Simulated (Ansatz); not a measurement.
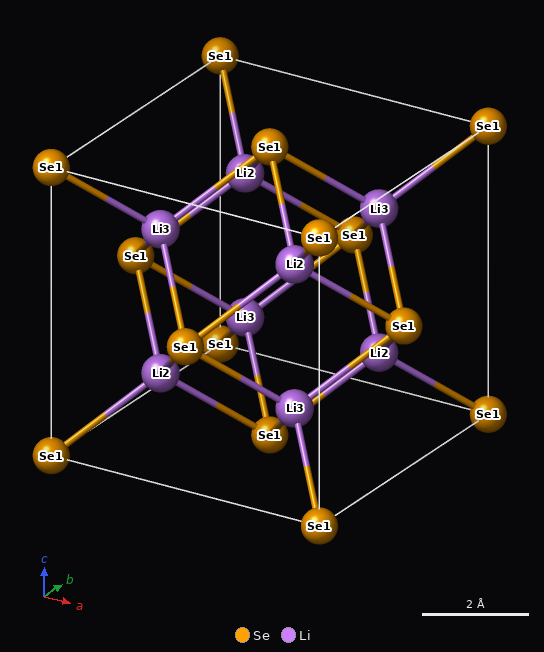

Reference structure: a crystal of Li2Se (built on the antifluorite type) at its r2SCAN-relaxed geometry. Style: ball-and-stick. Shown: the conventional cell (4 times the calculation's cell), from a free direction. Lengths and directions refer to the drawn axes.

Level of theory: DFT, PBE, plane waves, PAW (Ansatz). (plane-wave cutoff 420 eV; k-point mesh 8 × 8 × 8; occupations fermi dirac; smearing width 0.02 eV; no spin polarisation)

The variant: All lengths are scaled by +1.0 % (volume +3.0 %). The atoms were relaxed with r2SCAN under that strain, and this is a single point on that geometry.

Question: What is the effect?

Answer: The energy changes by less than 1 meV per atom. Pressure: 0.3 GPa before, −0.7 GPa after. All forces vanish by symmetry. Among the bonded contacts that change: Li–Se 2.592 → 2.618 Å. The space group stays Fm-3m (No. 225).
